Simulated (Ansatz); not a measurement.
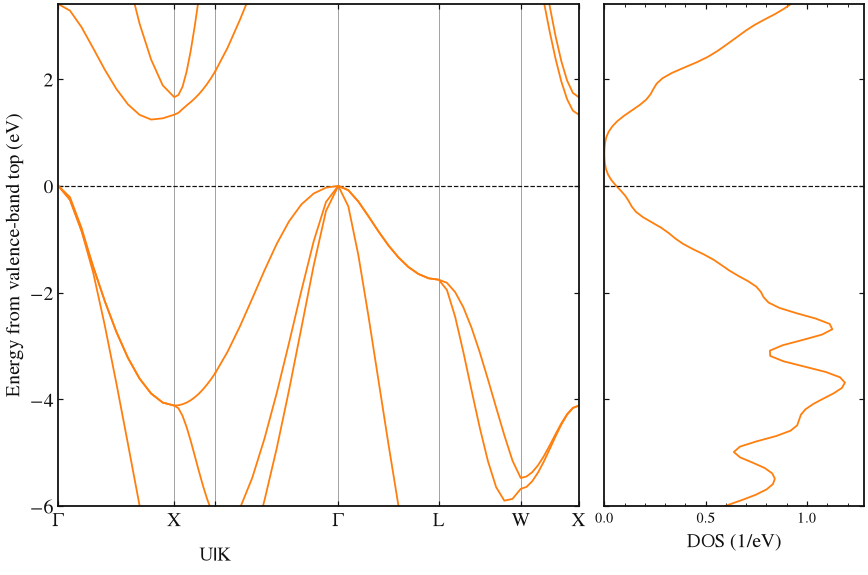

Band structure and density of states. Energies are counted from the top of the valence band. The DOS curve is built from the levels of the k mesh with Gaussians 0.55 eV wide, which also blur the band edges; ripples of that width can come from the mesh.

Question: What lattice type does the k path imply?

Answer: A face-centred cubic lattice: the path Γ–X–U|K–Γ–L–W–X runs through the special points of its Brillouin zone.

System: zincblende BP, space group F-43m (No. 216), 2 atoms in the primitive cell, relaxed with r2SCAN.

```cif
data_structure
_symmetry_space_group_name_H-M 'P 1'
_symmetry_Int_Tables_number 1
_cell_length_a 3.2079
_cell_length_b 3.2079
_cell_length_c 3.2079
_cell_angle_alpha 60.000
_cell_angle_beta 60.000
_cell_angle_gamma 60.000
_cell_volume 23.34
loop_
_atom_site_label
_atom_site_type_symbol
_atom_site_fract_x
_atom_site_fract_y
_atom_site_fract_z
_atom_site_occupancy
B1 B 0.00000 0.00000 0.00000 1
P1 P 0.25000 0.25000 0.25000 1
```

Computed with Ansatz 0.2.0: PBE, Ansatz PAW set, no spin polarisation, no spin-orbit coupling, 10×10×10 k mesh, 420 eV cutoff, Fermi-Dirac smearing of 0.02 eV.

Question: Is there a gap? Give its size, its kind and where the band edges lie.

Answer: The bands leave a gap. The gap along this path is 1.24 eV and indirect, from the valence-band top at Γ to the conduction-band bottom between Γ and X; the smallest direct gap is 3.40 eV, at Γ. At X the lowest conduction band lies only 0.09 eV higher.

LDA, GGA and most meta-GGA functionals understate gaps.
